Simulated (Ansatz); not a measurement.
# Twisted graphene bilayer, 27.80° (52 atoms): taking the cell apart: runs compared

How much energy holds the two parts of twisted graphene bilayer, 27.80° (52 atoms) together, and how does it fall off with distance?

Computed with Ansatz 0.2.0: Kohn-Sham DFT, PBE+D4, PAW (set soft_2), plane waves.

## Step 1: The cell as built

The cell holds 52 atoms: 52 C. Cell: a = 8.870 Å, b = 8.870 Å, c = 17.430 Å, α = 90.0°, β = 90.0°, γ = 120.0°. It derives from C (graphene). Graphene (a = 2.46 Å) under graphene (a = 2.46 Å), bilayer, commensurate cell of 13 unit cells a layer, twist 27.80 deg; facing planes 3.43 Å apart as built; 14 Å of vacuum; minimised with a classical potential. Regions: layer 1, 26 atoms (26 C); layer 2, 26 atoms (26 C). Vacuum lies along c.

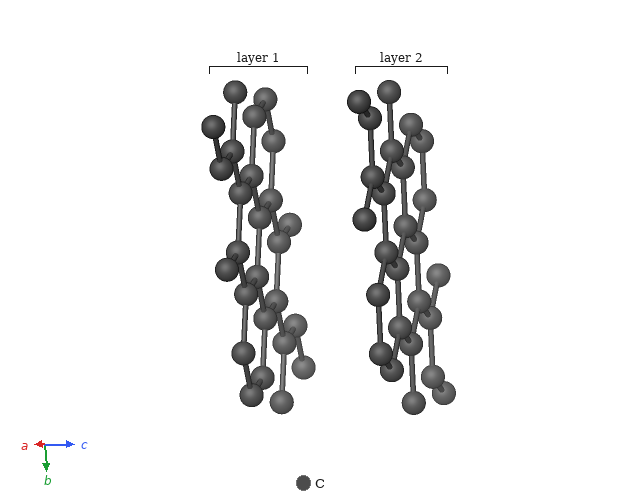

The cell as built.

## Step 2: The reference run

The reference is a single point at the end of the relaxation.

The parts (lower: layer 1 and upper: layer 2) keep their atoms where they stand in it, and shifted cells move the upper part rigidly.

Its input, with most atom lines left out:

```yaml
crystal:
  lattice:
    - [8.8697, 0.0, 0.0]
    - [-4.43485, 7.68139, 0.0]
    - [0.0, 0.0, 17.43]
  atoms:
    - { symbol: C, position: [0.12821, 0.17949, 0.40246] }
    - { symbol: C, position: [0.17949, 0.05128, 0.40246] }
    - { symbol: C, position: [0.20513, 0.48718, 0.40247] }
    - { symbol: C, position: [0.25641, 0.35897, 0.40249] }
    - { symbol: C, position: [0.28205, 0.79487, 0.40247] }
    - { symbol: C, position: [0.33333, 0.66667, 0.40244] }
    - { symbol: C, position: [0.35897, 0.10256, 0.40249] }
    [... atom lines 8 to 52 left out ...]
kpoints:
  mp_grid: { grid: [3, 3, 1] }
hamiltonian:
  xc: pbe
  dispersion: d4
scf:
  occupations: { method: fermi_dirac, width: 0.025 }
output:
  forces: true
  populations: true
  dos:
    method: { smearing: { sigma: 0.1 } }
    de: 0.1
    projected:
      site_lists:
        C: [C]
        layer_1: [0, 1, 2, 3, 4, 5, 6, 7, 8, 9, 10, 11, 12, 13, 14, 15, 16, 17, 18, 19, 20, 21, 22, 23, 24, 25]
        layer_2: [26, 27, 28, 29, 30, 31, 32, 33, 34, 35, 36, 37, 38, 39, 40, 41, 42, 43, 44, 45, 46, 47, 48, 49, 50, 51]
  eigenvalues: true
  write_density: true
  write_potential: true
  volumetric_format: npy
  elf: true
```

| Item | Value |
| --- | --- |
| free energy per atom | -251.0703 eV/atom |
| r.m.s. force component | 0.0079 eV/Å |

No gap is quoted, since levels at the Fermi energy are partly filled.

## Step 3: The runs

Each row is one run, on 4 threads of Arm Neoverse V2, shared host. The free energy is the program's total, comparable only between runs with the same functional, potentials and atoms, or as a whole against its parts.

```tsv
run	atoms	outcome	ionic steps, all passes	free energy (eV)	time	host memory (GiB)
Single point at the start	52	converged	-	-13055.655	12 s	2.3
Relaxation	52	converged	2	-13055.655	20 s	2.3
Single point at the relaxed geometry	52	converged	-	-13055.655	28 s	2.4
The lower part alone	26	converged	-	-6527.183	8.7 s	1.5
The upper part alone	26	converged	-	-6527.183	8.7 s	1.5
Upper part moved by +0.3 Å	52	converged	-	-13055.529	16 s	2.4
Upper part moved by -0.3 Å	52	converged	-	-13055.327	16 s	2.4
Upper part moved by +0.8 Å	52	converged	-	-13055.135	16 s	2.4
Upper part moved by +1.6 Å	52	converged	-	-13054.697	15 s	2.4
```

In some runs the program notes that positions were snapped to a detected symmetry, the exchange-correlation potential is rough where the density is thin and the atoms just miss a symmetry operation.

## Step 4: Interaction energy

Whole cell less its two parts, each frozen at the geometry of the whole and solved in the same cell with the same functional, so that energy zeros cancel. The upper part is 'layer 2' and the lower part 'layer 1'. The nearest atoms of the two parts stand 3.40 Å apart. The face is 68.13 Å².

```tsv
functional	interaction energy (eV)	of it, the added dispersion term (eV)	per area (meV/Å²)	per area (J/m²)	per atom of the upper part (meV)
PBE+D4	-1.290	-1.658	-18.9	-0.30	-49.6
```

## Step 5: Energy against separation

The upper part is moved rigidly along the normal from its place in the reference.

```tsv
shift (Å)	energy change (eV)	per area (meV/Å²)	share of the binding lost (%)
-0.3	0.328	4.81	-
+0.0	0.000	0.00	-
+0.3	0.125	1.84	10
+0.8	0.520	7.63	40
+1.6	0.958	14.06	74
```

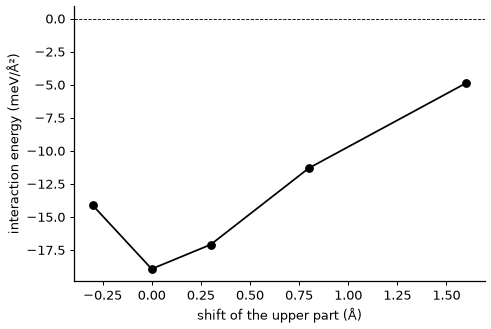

Interaction energy against the shift of the upper part; zero is the parts apart.

## Step 6: Levels of whole and parts

```tsv
cell	level spacing (eV)	vacuum level at the upper face, over the highest filled level, or over E_F where no gap is given (eV)	moment (μB)
whole	-	4.28	no spin
lower part	-	4.22	no spin
upper part	-	4.22	no spin
```

A dash marks a cell without a clear gap, or without a flat potential in the vacuum.

## Step 7: What came out

The parts bind with 18.9 meV/Å² (1.29 eV for the cell) at the level PBE+D4, the size of van der Waals binding between sheets. The added dispersion term contributes -1.658 eV, the functional itself 0.368 eV. The curvature over ±0.3 Å is 1.2×10²⁰ N/m³, and the energy rises faster on the near side. At +1.6 Å, 74 % of the binding is lost; the shift also narrows the vacuum to the periodic image.

**Limits.** The parts are frozen, so the energy of their deformation isn't counted. No correction is made for dipoles across the vacuum, and the parts also feel their periodic images through it.

The DFT runs together took 2.3 min of wall time.

[Logs are printed without paths, hosts, clocks, repeated set-up lines and the standing remarks that a program may print on its own settings, such as how far it seeks lower states.]

[Hosts, paths, dates, database ids (printed as entryN), source tags and the programs' standing remarks are cut or masked in the printed files.]
